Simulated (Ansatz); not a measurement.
Structure data:

```
CELL_PARAMETERS angstrom
5.47655 0.00000 0.00000
-2.73827 4.74283 0.00000
0.00000 0.00000 4.42623
ATOMIC_POSITIONS crystal
Ti 0.34269 0.17135 0.75000
Ti 0.82865 0.17135 0.75000
Ti 0.82865 0.65731 0.75000
Ti 0.65731 0.82865 0.25000
Ti 0.17135 0.82865 0.25000
Ti 0.17135 0.34269 0.25000
Si 0.33333 0.66667 0.75000
Si 0.66667 0.33333 0.25000
```

**What crystal do these data define?**

Formula: Ti3Si. Space group: P6_3/mmc (No. 194). Lattice: primitive hexagonal. One cell contains 6 Ti, 2 Si, 8 atoms in all. Each Ti atom is coordinated by eight Ti and four Si in an anticuboctahedral arrangement (2.66 to 2.82 Å to Ti, 2.69 to 2.74 Å to Si). The Si atoms are each bonded to twelve Ti in an anticuboctahedral arrangement at 2.69 to 2.74 Å. The bonds build a three-dimensional framework.

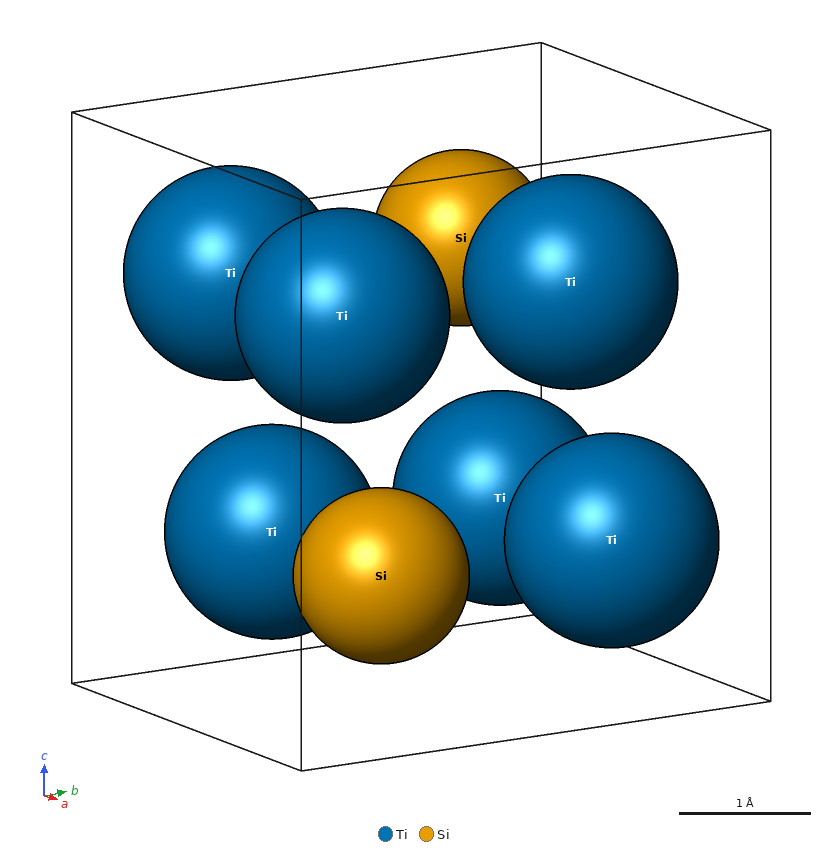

The figure gives a spheres-only picture of the atoms, viewed slightly off an axis. Atoms at the boundary of the conventional unit cell (the box) are drawn once for each face, edge or corner they touch.

The cell started as a structure listed in the Materials Project. It was relaxed at fixed volume with DFT LDA, scalar-relativistic, plane waves, PAW in Ansatz 0.2.0.
